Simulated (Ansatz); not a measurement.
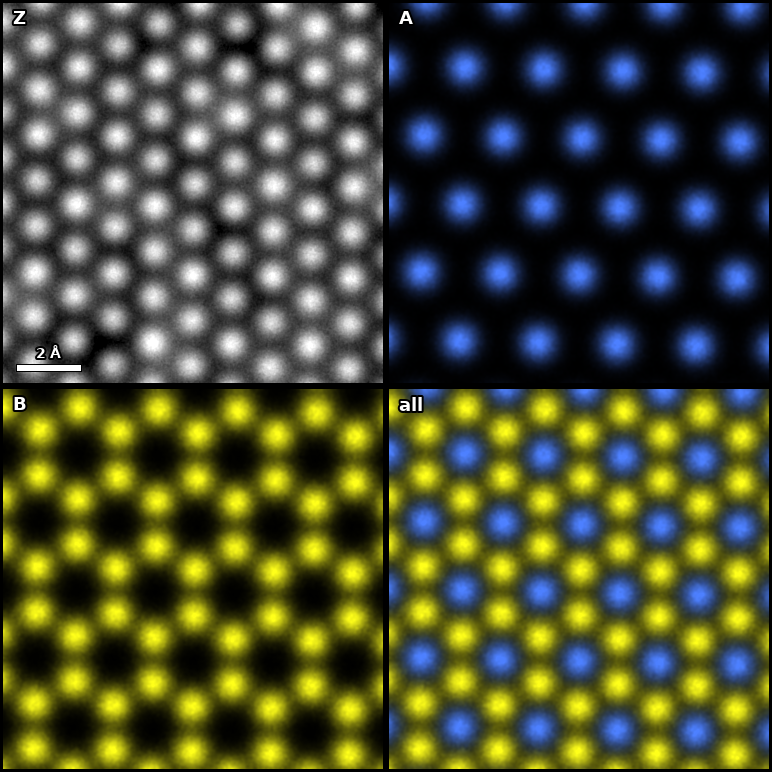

BN (P6_3/mmc, No. 194) along [001]. Panel Z: Simulated incoherent Z contrast: every atom adds Z^1.7 spread by a probe of 0.71 Å full width; channelling and multiple scattering are left out. The probe carries 15 % of its weight in a tail 2.5 times as wide. The display is stretched by a gamma of 0.8; percentages refer to the linear signal. Shot noise and the speckle of an amorphous layer were added. The other panels are simulated element maps (the number of atoms of one element along the beam, blurred by 0.9 Å, with counting noise; each on its own scale, no channelling); the last overlays them. Atomic positions: a calculation's starting geometry; the starting structure was generated, so it need not be a known form of this composition.

Space group P6_3/mmc (No. 194). a = 2.491 Å, b = 2.491 Å, c = 4.001 Å, α = 90.00°, β = 90.00°, γ = 120.00°
```tsv
atom	site	symmetry	x	y	z
B	2a	-3m.	0.0000	0.0000	0.0000
N	2c	-6m2	0.3333	0.6667	0.2500
```

Which element does each lettered map show?

Answer. A: B, B: N. The projected cell (2.49 × 2.49 Å, 120°) holds 3 columns: 2 of N and 1 of B. No column is shared by two of the mapped elements.
